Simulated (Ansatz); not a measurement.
# Calculations on In16P15

## 1. Relaxation

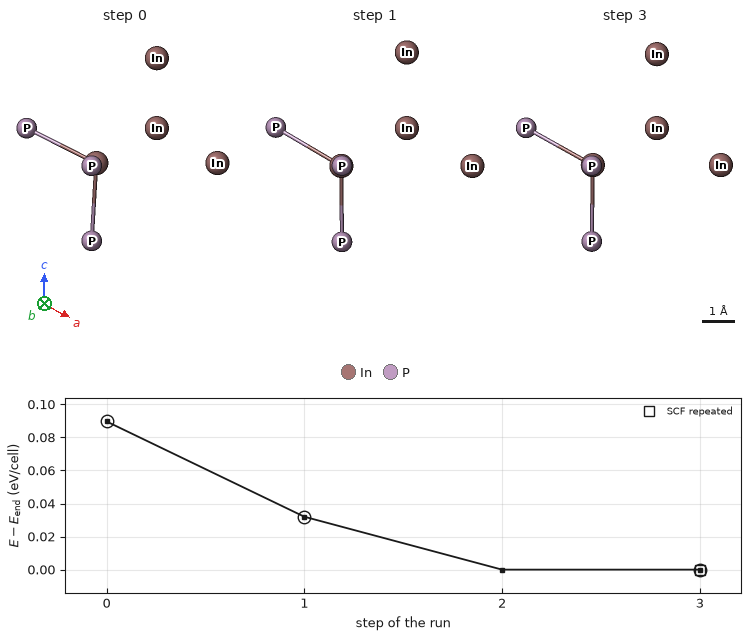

Frames of a relaxation of a defect cell of composition In₁₆P₁₅ (cell charge +1), marked on the history of the run. Style: ball-and-stick. Shown: the atoms within 4.2 Å of the atom that moves most (axes of the cell of the calculation), along the b axis.

Case: P vacancy (site d), charge +1, atoms relaxed at the host's cell.

The calculation used DFT PBE, scalar-relativistic, plane waves, PAW (Ansatz 0.2.0). Set-up: plane-wave cutoff 420 eV; k-point mesh 2 × 2 × 2; occupations gaussian; smearing width 0.02 eV; mesh shifted by (0.5, 0.5, 0.5); no spin polarisation; atoms relaxed in a fixed cell; force threshold 0.025 eV/Å; at most 45 steps.

**What happens along the run?**

Over 2 accepted moves (3 points after the start) the energy falls by 89.7 meV per cell of the calculation. Largest force component: 0.21 eV/Å at the start, 0.0075 eV/Å at the end. 1 step only repeated the SCF at the same geometry. The largest moves, 0.14 Å, are those of In atoms. Largest moves by element: In 0.14 Å, P 0.02 Å. The lattice vectors keep their values. Some distances before and after: In–P 2.617 → 2.588 Å. Bond angles that change, for instance: P–In–P 105.5° → 108.6°. From step 0 to 1: In atoms move most (0.19 Å), energy −57.6 meV per cell of the calculation. From step 1 to 3: In atoms move most (0.06 Å), energy −32.0 meV per cell of the calculation.

Limits of the set-up: the cell is charged, on a uniform background, and energies carry no finite-size correction.

## 2. Relaxation

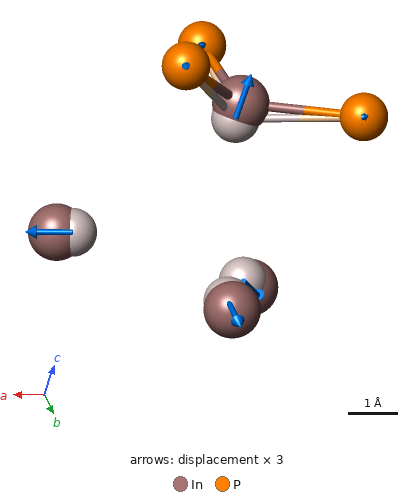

A relaxation of a defect cell of composition In16P15 (cell charge +2). The starting structure is drawn faded, the final one solid; blue arrows show the displacements, 3 times their true length.

Style: ball-and-stick. Shown: the atoms within 4.2 Å of the atom that moves most (axes of the cell of the calculation (origin shifted)), from a free direction.

Case: P vacancy (site d), charge +2, atoms relaxed at the host's cell.

These are results of DFT PBE, scalar-relativistic, plane waves, PAW in Ansatz, not measurements.

Input file:
```yaml
crystal:
  lattice:
    - [-5.9597880289, 5.9597880289, 5.9597880289]
    - [5.9597880289, -5.9597880289, 5.9597880289]
    - [5.9597880289, 5.9597880289, -5.9597880289]
  atoms:
    - { symbol: In, position: [0.4933355655, 0.5, 0.0], spin: 0.25 }
    - { symbol: In, position: [0.4994326375, 0.7494326375, 0.7488818019] }
    - { symbol: In, position: [0.5011181981, 0.0005508355, 0.5005508355] }
    - { symbol: In, position: [0.7494491645, 0.2505673625, 0.0] }
    - { symbol: In, position: [0.4994326375, 0.2488818019, 0.2494326375] }
    - { symbol: In, position: [0.7494491645, 0.5, 0.7505673625] }
    - { symbol: In, position: [0.7505508355, 0.7511181981, 0.5005508355] }
    - { symbol: In, position: [0.0005673625, -0.0005508355, 0.0] }
    - { symbol: In, position: [0.7505508355, 0.0005508355, 0.2511181981] }
    - { symbol: In, position: [0.0066644345, 0.2566644345, 0.7566644345], spin: 0.25 }
    - { symbol: In, position: [0.0005673625, 0.5, 0.4994491645] }
    - { symbol: In, position: [0.25, 0.7433355655, 0.0], spin: 0.25 }
    - { symbol: In, position: [-0.0011181981, 0.7494326375, 0.2494326375] }
    - { symbol: In, position: [0.25, -0.0005508355, 0.7505673625] }
    - { symbol: In, position: [0.25, 0.2505673625, 0.4994491645] }
    - { symbol: In, position: [0.25, 0.5, 0.2433355655], spin: 0.25 }
    - { symbol: P, position: [0.25, 0.7474692861, 0.7506668501] }
    - { symbol: P, position: [0.25, 0.0, 0.5] }
    - { symbol: P, position: [0.4974692861, 0.2506668501, 0.0] }
    - { symbol: P, position: [0.25, 0.2506668501, 0.2474692861] }
    - { symbol: P, position: [0.4974692861, 0.5, 0.7506668501] }
    - { symbol: P, position: [0.4993331499, 0.7493331499, 0.496802436] }
    - { symbol: P, position: [0.75, 0.0, 0.0] }
    - { symbol: P, position: [0.4993331499, -0.003197564, 0.2493331499] }
    - { symbol: P, position: [0.753197564, 0.2525307139, 0.7525307139] }
    - { symbol: P, position: [0.75, 0.5, 0.5] }
    - { symbol: P, position: [0.0006668501, 0.7474692861, 0.0] }
    - { symbol: P, position: [0.746802436, 0.7493331499, 0.2493331499] }
    - { symbol: P, position: [0.0025307139, 0.003197564, 0.7525307139] }
    - { symbol: P, position: [0.0025307139, 0.2525307139, 0.503197564] }
    - { symbol: P, position: [0.0006668501, 0.5, 0.2474692861] }
  host:
    lattice:
      - [0.0, 2.9798940145, 2.9798940145]
      - [2.9798940145, 0.0, 2.9798940145]
      - [2.9798940145, 2.9798940145, 0.0]
    atoms:
      - { symbol: In, position: [0.0, 0.0, 0.0] }
      - { symbol: P, position: [0.25, 0.25, 0.25] }
total_charge: 2
basis:
  ecutwfc: 420
  xc_grid: 2
kpoints:
  mp_grid: { grid: [2, 2, 2], shift: [0.5, 0.5, 0.5] }
hamiltonian:
  xc: pbe
scf:
  occupations: { method: gaussian, width: 0.02 }
output:
  forces: true
  stress: false
  eigenvalues: true
  populations: true
  charged_corrections:
    defect_position: [0.25, 0.5, 0.0]
    epsilon: [[15.0794, 0.0, 0.0], [0.0, 15.0794, 0.0], [0.0, 0.0, 15.0794]]
magnetization:
  spin_polarized: true
relax:
  adjacent_minimum: "off"
  f_tol: 0.025
  max_steps: 45
```

Run as
```bash
ansatz run input.yaml --threads 4 --pin off --max-ram 6144MiB --backend cpu --events-out ev --progress --plain --runs-dir out
```

### Which element moves most?

Indium: up to 0.33 Å, against 0.05 Å for phosphorus.

### What did the optimiser do to the structure, and how much energy did it gain?

The largest moves, 0.33 Å, are those of In1, In10, In12 and In16. In16 goes along +c. Largest moves by element: In 0.33 Å, P 0.05 Å. The lattice vectors keep their values. Near-neighbour distances that change, for instance: In16–P20 2.588 → 2.541 Å. Among the angles between lasting bonds that change: P20–In16–P22 108.6° → 114.6°. After 2 accepted moves (3 points after the start) the energy has fallen by 0.401 eV per cell of the calculation. The largest force component goes from 0.38 to 0.018 eV/Å. 1 step only repeated the SCF at the same geometry.

Limits of the set-up: the cell is charged, on a uniform background, and energies carry no finite-size correction.

## 3. Defect

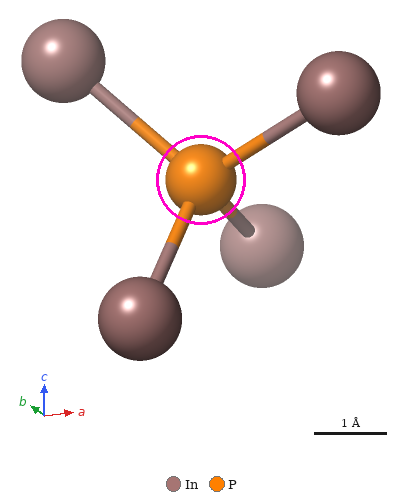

Perfect InP. The picture is a ball-and-stick view of the atoms within 3.3 Å of one point, seen slightly off an axis.

Method: Ansatz 0.2.0, DFT PBE, scalar-relativistic, plane waves, PAW. Set-up: plane-wave cutoff 420 eV; k-point mesh 2 × 2 × 2; occupations gaussian; smearing width 0.02 eV; mesh shifted by (0.5, 0.5, 0.5); no spin polarisation. The cell is small and the k-mesh coarse, so the numbers are rough. A uniform background neutralises the charged cell. The axes drawn are those of the host's conventional cell.

A phosphorus atom is taken out (a vacancy) at the ringed place, in charge state +3. The supercell has 32 sites, and the atoms are relaxed at the host's cell.

Question: How do the neighbours respond?

Answer: Around the empty P site the host had 4 In at 2.58 Å; after relaxation the nearest atoms are 4 In at 3.13 Å. Of the host's atoms, an indium atom moves furthest from its site, by 0.55 Å.

The relaxed defect, seen from the same direction:

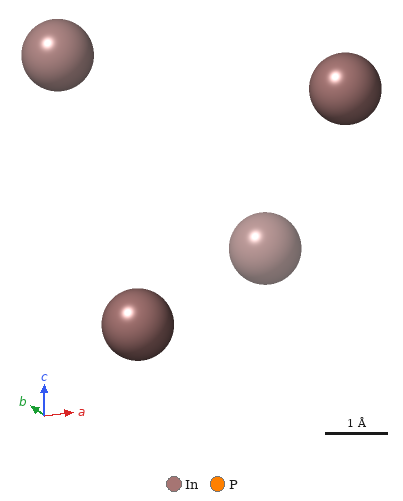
